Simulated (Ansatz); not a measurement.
Take the following structure.

```xyz
8
Lattice="6.5018 0.0000 0.0000 0.0000 6.5018 0.0000 0.0000 0.0000 6.5018" Properties=species:S:1:pos:R:3 pbc="T T T"
Hg    0.0000    0.0000    0.0000
Te    1.6254    1.6254    4.8763
Hg    0.0000    3.2509    3.2509
Te    1.6254    4.8763    1.6254
Hg    3.2509    0.0000    3.2509
Te    4.8763    1.6254    1.6254
Hg    3.2509    3.2509    0.0000
Te    4.8763    4.8763    4.8763
```

**Interpret the file: composition, symmetry and coordination.**

The formula is HgTe. The lattice is face-centred cubic and the space group F-43m (No. 216). It adopts the structure known as zinc blende (sphalerite type). It has 8 atoms to the cell (4 Hg, 4 Te). The polyhedra are HgTe4 tetrahedra; they share corners. Hg is coordinated by four Te in a tetrahedral arrangement at 2.82 Å. Around each Te lie four Hg in a tetrahedral arrangement at 2.82 Å. The bonds build a three-dimensional framework.

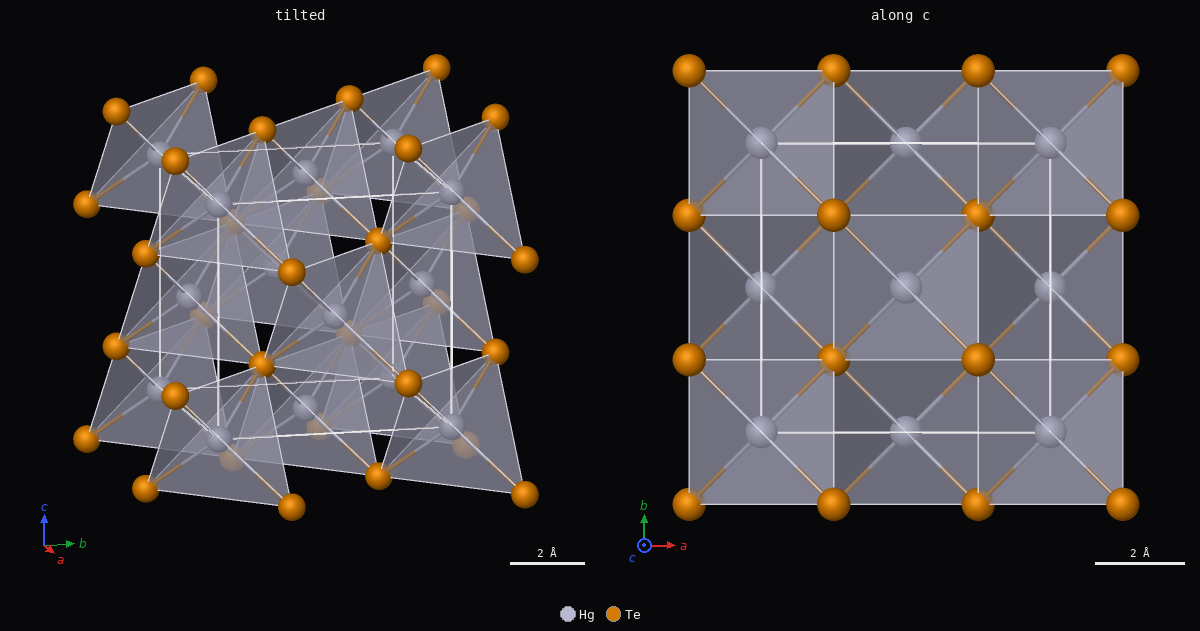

An orthographic polyhedral view of the structure, slightly off an axis and along the c axis. One conventional unit cell is framed, with atoms on its boundary repeated. A few atoms beyond the faces are included.

The model was built from a structure listed in the Materials Project, with elements exchanged, so it need not be a known form of the compound. The geometry comes from a coarse first relaxation with Ansatz, DFT PBEsol, scalar-relativistic, plane waves, PAW.
